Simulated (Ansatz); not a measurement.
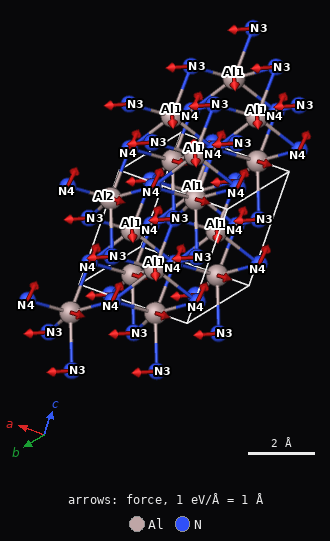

Starting geometry of crystalline AlN (a generated structure, set up in Cc) (coarse preliminary run) with the computed forces as red arrows. The picture is a ball-and-stick view of the conventional cell (2 times the calculation's cell), repeated 1 × 2 × 2 with one cell outlined, seen from a free direction. Lengths and directions refer to the drawn axes.

Level of theory: DFT PBE, scalar-relativistic, plane waves, PAW in Ansatz. Settings: plane-wave cutoff 420 eV; k-point mesh 8 × 8 × 4; occupations gaussian; smearing width 0.1 eV; no spin polarisation; cell and atoms relaxed; force threshold 0.04 eV/Å; at most 70 steps.

**Is this structure relaxed? If not, where do the atoms go?**

It isn't relaxed: the largest force vector, on N atoms, is 0.97 eV/Å. The atoms end up moving mostly along the starting forces (cosine between the two patterns 0.94). The energy falls by 705 meV per atom in 7 accepted moves (9 points after the start). Largest force component: 0.89 eV/Å at the start, 0.00016 eV/Å at the end. The pressure goes from 73.18 to 0.01 GPa. The SCF was repeated twice at an unchanged geometry on a basis and grid sized afresh for the cell, which shifted the energy by 26.4 meV per atom at most. The largest moves relative to the cell, 0.29 Å, are those of Al1, Al2, N3 and N4. Al2 goes roughly along [−1 −3 −1]. By element the largest moves are Al 0.29 Å, N 0.29 Å. Cell: a 4.186 → 4.985 Å (+19.1 %), b 3.115 → 2.879 Å (−7.6 %), c 4.741 → 4.985 Å (+5.1 %), β 109.2° → 109.5°. Volume +15.5 %. Near-neighbour distances that change, for instance: Al1–N4 2.602 → 2.035 Å, Al1–N3 1.871 → 2.035 Å, Al1–N4 (another image) 1.875 → 2.035 Å. New bonds form: Al1–N4 (2.60 → 2.04 Å), Al2–N3 (2.60 → 2.04 Å). Bond angles that change, for instance: N3–Al2–N4 114.5° → 90.0°, Al1–N4–Al2 114.5° → 90.0°, N3–Al2–N4 156.7° → 180.0°. The space group (tolerance 0.01 Å) goes from Cc (No. 9) to Fm-3m (No. 225). The run took 100 s on 1 thread of Intel(R) Xeon(R) Processor @ 2.50GHz (Skylake/Cascade Lake), on a shared host, peak memory 0.35 GiB.
